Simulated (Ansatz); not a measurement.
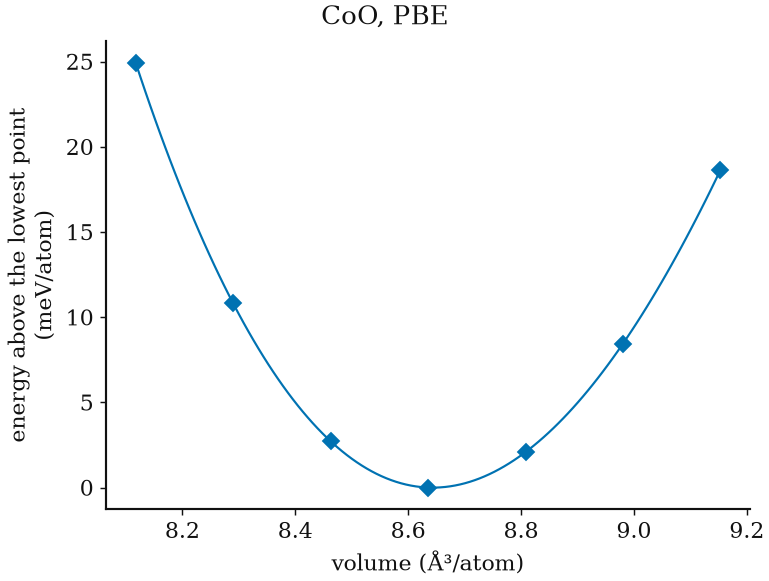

The picture above shows the energy above the lowest point against volume for CoO, space group Fm-3m (No. 225) (one of a set of cubic test structures, which need not be the stable phase).

Method: equation of state of a cubic crystal from periodic Kohn-Sham density functional theory without spin, third-order Birch-Murnaghan fit to the free energies; pressure corrected for the finite basis (Ansatz 0.2.0 development build). Level: PBE.

- structure type: rock salt
- atoms in cell: 2
- space group number: 225
- lattice centring: face-centred primitive
- k mesh: 23×23×23
- occupation method: Fermi–Dirac
- occupation width: 0.06123 eV
- wave cutoff: 420 eV
- datasets: soft-1 PAW
- density tolerance: 1e−07 eV
- bands: 16
- density cutoff ratio: 4
- search for lower states: default

From this curve and the settings, what does the calculation give for the pressure at the same points?

The pressure falls from 16.1 GPa at volume 8.1171 Å³/atom to −11.1 GPa at 9.1533 Å³/atom, and changes sign near 8.64 Å³/atom.

| volume (Å³/atom) | pressure (GPa) |
| --- | --- |
| 8.1171 | 16.1 |
| 8.2898 | 10.2 |
| 8.4625 | 4.9 |
| 8.6352 | 0.2 |
| 8.8079 | −4.0 |
| 8.9806 | −7.7 |
| 9.1533 | −11.1 |

Note: known magnet treated without spin, far from its ground state.
